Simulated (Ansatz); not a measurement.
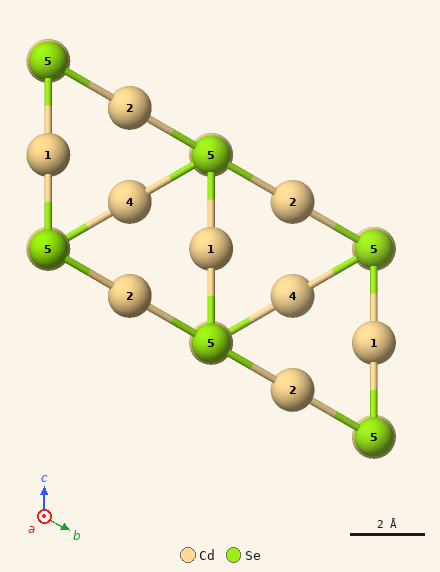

This is the input geometry for a relaxation of a crystal of Cd₄Se (a generated structure, set up in Im-3m) (coarse preliminary run). Style: ball-and-stick. Shown: the cell of the calculation, repeated 1 × 2 × 1 with one cell outlined, along the a axis.

Level of theory: DFT PBE, scalar-relativistic, plane waves, PAW (Ansatz 0.2.0).

Input
```yaml
crystal:
  lattice:
    - [-3.12014914, 3.12014914, 3.12014914]
    - [3.12014914, -3.12014914, 3.12014914]
    - [3.12014914, 3.12014914, -3.12014914]
  atoms:
    - { symbol: Cd, position: [0.0, 0.0, 0.5] }
    - { symbol: Cd, position: [0.0, 0.5, 0.0] }
    - { symbol: Cd, position: [0.5, 0.0, 0.0] }
    - { symbol: Cd, position: [0.5, 0.5, 0.5] }
    - { symbol: Se, position: [0.0, 0.0, 0.0] }
basis:
  ecutwfc: 420
kpoints:
  mp_grid: { grid: [4, 4, 4] }
hamiltonian:
  xc: pbe
scf:
  occupations: { method: gaussian, width: 0.1 }
  lower_state_search: "off"
output:
  forces: true
  stress: true
  eigenvalues: true
relax:
  adjacent_minimum: "off"
  f_tol: 0.04
  max_steps: 70
  cell: { stress_tol: 0.4 }
```

Command:
```bash
ansatz run input.yaml --threads 1 --pin off --max-ram 2048MiB --backend cpu --events-out ev --progress --plain --runs-dir out
```

### Predict the outcome.

The atoms keep their places relative to the cell (all moves are under 0.005 Å). The volume changes by +17.3 %, with a = b = c 5.404 → 5.699 Å (+5.4 %). Near-neighbour distances that change, for instance: Cd1–Se5 2.702 → 2.849 Å. The space group stays Im-3m (No. 229). After 2 accepted moves (3 points after the start) the energy has fallen by 0.432 eV per cell of the calculation. All forces vanish by symmetry, so only the cell relaxes. The pressure goes from 7.67 to 0.23 GPa. At 1 point the geometry stayed and the basis and grid were re-selected for the new cell (energy shift of 4.1 meV per cell of the calculation at most each time). The run took 15 s on 1 thread of Arm Neoverse V1, with other jobs on the host, peak memory 0.4 GiB.

Step by step:

```
step  E − E(0), meV/atom  pressure, GPa  volume, Å³/atom                      note
   0                0.00           7.67           24.301                          
   1              -84.23           0.74           28.031                          
   2              -85.52           0.25           28.493                          
   3              -86.34           0.23           28.493  same geometry, new basis
```

Final geometry:

```xyz
5
Lattice="-3.2902 3.2902 3.2902 3.2902 -3.2902 3.2902 3.2902 3.2902 -3.2902" Properties=species:S:1:pos:R:3 pbc="T T T"
Cd    1.6451    1.6451   -1.6451
Cd    1.6451   -1.6451    1.6451
Cd   -1.6451    1.6451    1.6451
Cd    1.6451    1.6451    1.6451
Se    0.0000    0.0000    0.0000
```

After the run, drawn alike:

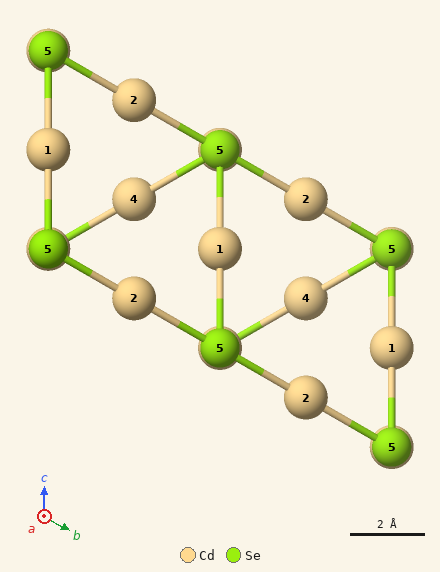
